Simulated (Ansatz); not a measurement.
Input structure:

```yaml
crystal:
  lattice:
    - [2.45617, 0.00000, 0.04605]
    - [-1.22809, 2.12711, -0.02303]
    - [0.15982, 0.00000, 8.52380]
  atoms:
    - { symbol: C, position: [0.33333, 0.66667, 0.50000] }
    - { symbol: C, position: [0.66667, 0.33333, 0.50000] }
```

Give a crystallographic description of this input.

Answer. The element is carbon. The cell holds two atoms. C is coordinated by three C in a trigonal planar arrangement at 1.42 Å. The bonds build C layers parallel to (001).

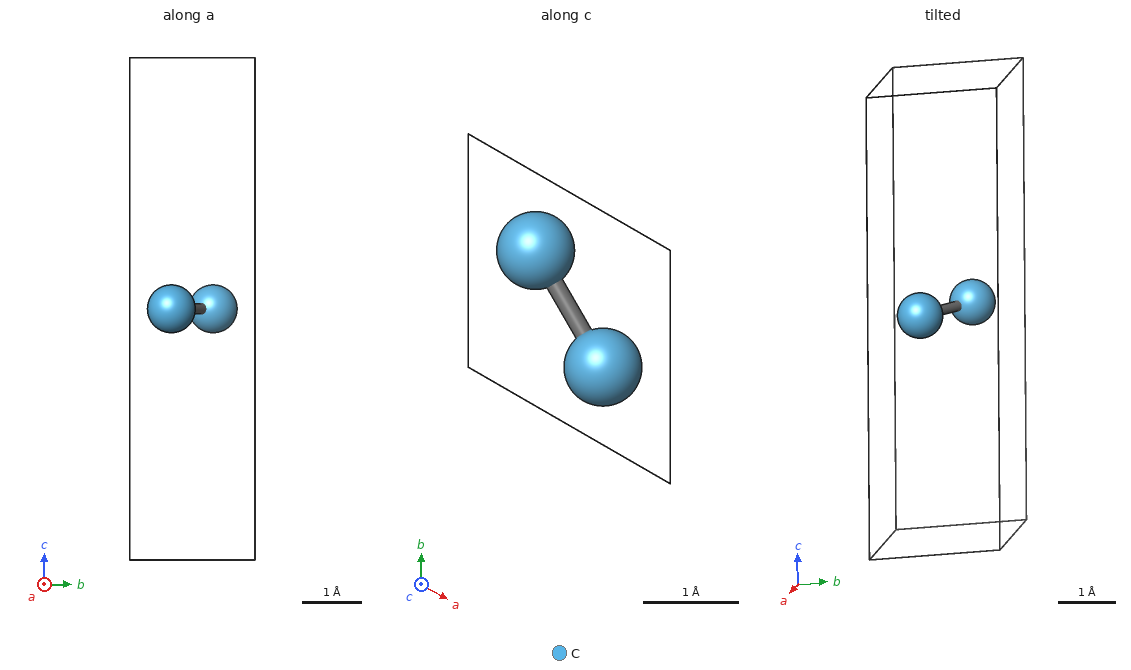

View along the a axis, along the c axis and slightly off an axis, drawn as a ball-and-stick model. The parallelepiped is the simulation cell.

The initial geometry was a structure listed in the Materials Project. The cell was then strained or its atoms displaced on purpose. It was the input of a calculation with Ansatz.
